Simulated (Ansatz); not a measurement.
## Electronic structure of Sn2O in real space

Input

```
crystal:
  lattice:
    - [5.203890852, 0.0, 0.0]
    - [0.0, 5.203890852, 0.0]
    - [0.0, 0.0, 5.203890852]
  atoms:
    - { symbol: Sn, position: [0.25, 0.25, 0.25] }
    - { symbol: Sn, position: [0.75, 0.75, 0.25] }
    - { symbol: Sn, position: [0.25, 0.75, 0.75] }
    - { symbol: Sn, position: [0.75, 0.25, 0.75] }
    - { symbol: O, position: [0.0, 0.0, 0.0] }
    - { symbol: O, position: [0.5, 0.5, 0.5] }
basis:
  ecutwfc: 420
kpoints:
  mp_grid: { grid: [8, 8, 8] }
hamiltonian:
  xc: pbe
scf:
  occupations: { method: fermi_dirac, width: 0.15 }
output:
  forces: true
  stress: true
  eigenvalues: true
  write_density: true
  write_potential: true
  elf: true
  volumetric_format: npy
relax:
  adjacent_minimum: "off"
  f_tol: 0.001
  max_steps: 60
  cell: { stress_tol: 0.01 }
```

Command:

```sh
ansatz run input.yaml --threads 4 --pin off --max-ram 12288MiB --backend cpu --events-out ev --progress --plain --runs-dir out
```

Below, planes, directions and counts refer to the conventional cell (a = 5.21 Å, b = 5.21 Å, c = 5.21 Å, α = 90.00°, β = 90.00°, γ = 90.00°).

Space group Pn-3m.

Level of theory: DFT PBE, scalar-relativistic, plane waves, PAW in Ansatz.

Core electrons are frozen (PAW), and the valence fields are smoothed inside the atomic spheres.

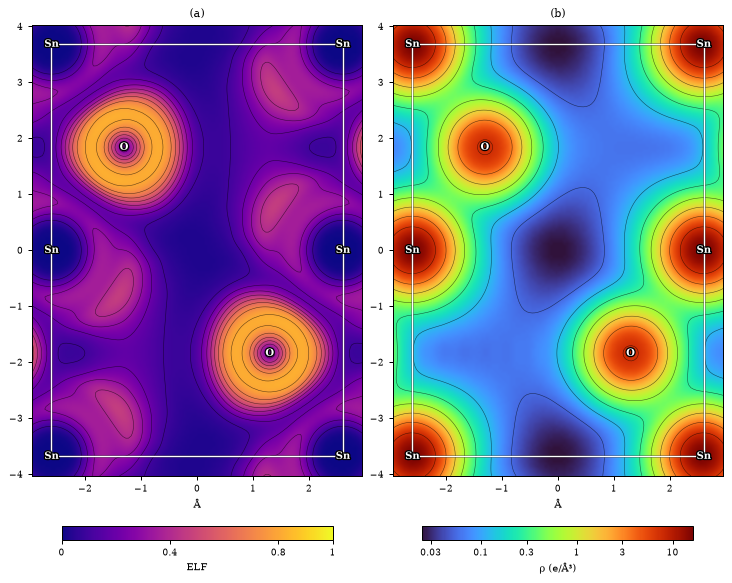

Figure 1. (a) electron localisation function; (b) valence electron density on the (110) plane of the conventional cell.

Interpret the plot.

- Atoms in the plane: Sn and O.
- Sn–O (2.25 Å): ρ is about 0.45 e/Å³ halfway; the ELF peaks at about 0.80 in the valence shell of O, 0.6 Å from its nucleus, and drops to about 0.20 between the two atoms (no localised pair shows between them).
- Between the atoms the lowest density in this plane is 0.02 e/Å³.

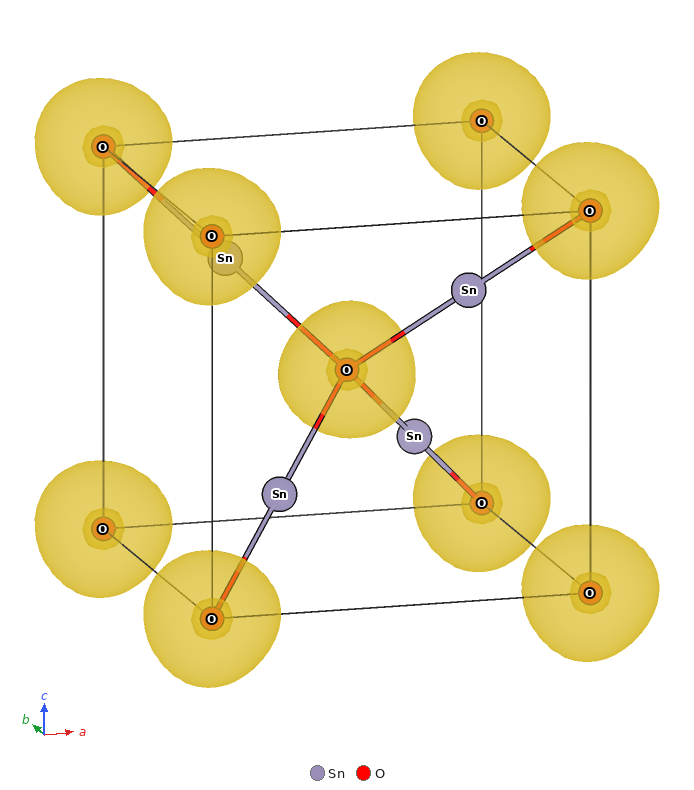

Figure 2. Isosurface of the ELF at 0.6 (yellow), seen slightly off an axis. Core shells and regions of very low density are left out. Sticks mark near contacts.

Where are the electrons localised?

The ELF exceeds this value in two regions wrapped around O (the valence shell of each), counted in one cell of 6 atoms. Regions shared between cells count once.

Does the calculation give a band gap?

It is metallic or semimetallic at this level of theory: no gap opens.
